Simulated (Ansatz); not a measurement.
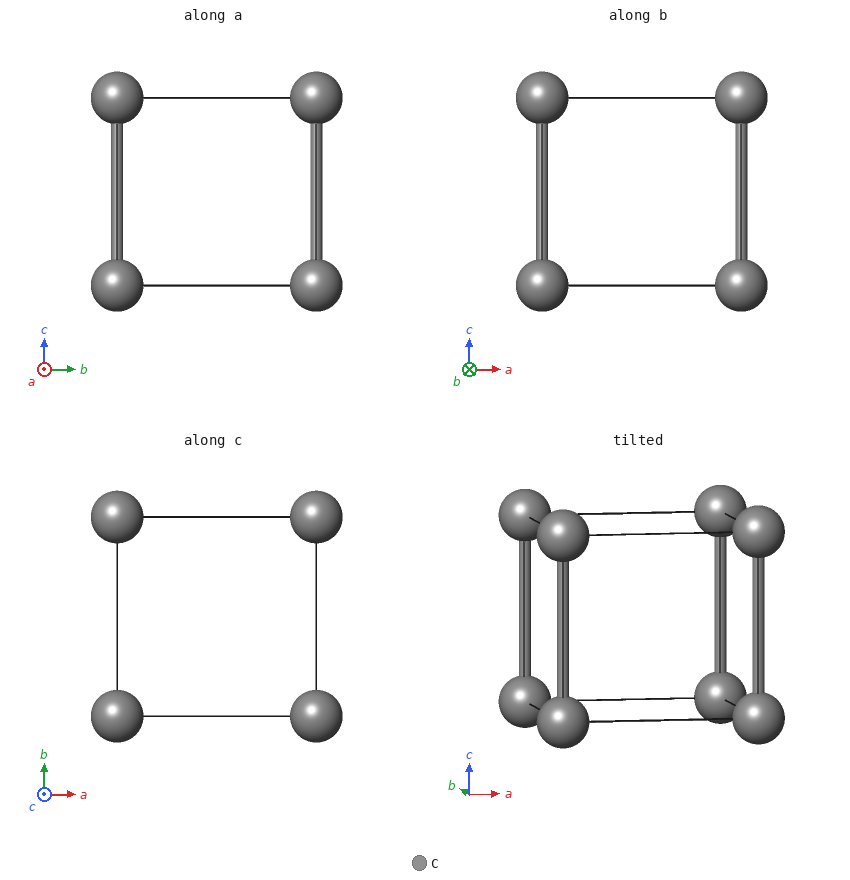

The figure gives a ball-and-stick picture of the atoms, viewed along the a axis, along the b axis, along the c axis and slightly off an axis. The frame is the conventional unit cell; atoms at its boundary are shown with their periodic copies.

Lattice parameters: a = 1.8107 Å, b = 1.8107 Å, c = 1.7039 Å, α = 90.000°, β = 90.000°, γ = 90.000°.

**Give the structure in the form of a CIF in P1 with every atom of the cell.**

```cif
data_structure
_symmetry_space_group_name_H-M 'P 1'
_symmetry_Int_Tables_number 1
_cell_length_a 1.8107
_cell_length_b 1.8107
_cell_length_c 1.7039
_cell_angle_alpha 90.000
_cell_angle_beta 90.000
_cell_angle_gamma 90.000
_cell_volume 5.59
loop_
_atom_site_label
_atom_site_type_symbol
_atom_site_fract_x
_atom_site_fract_y
_atom_site_fract_z
_atom_site_occupancy
C1 C 0.0000 0.0000 0.0000 1
```

Origin of the cell: a random cell made by a generator, so it need not be a real form of the element. A relaxation with Ansatz 0.2.0, DFT PBE, scalar-relativistic, plane waves, PAW gave the geometry drawn.
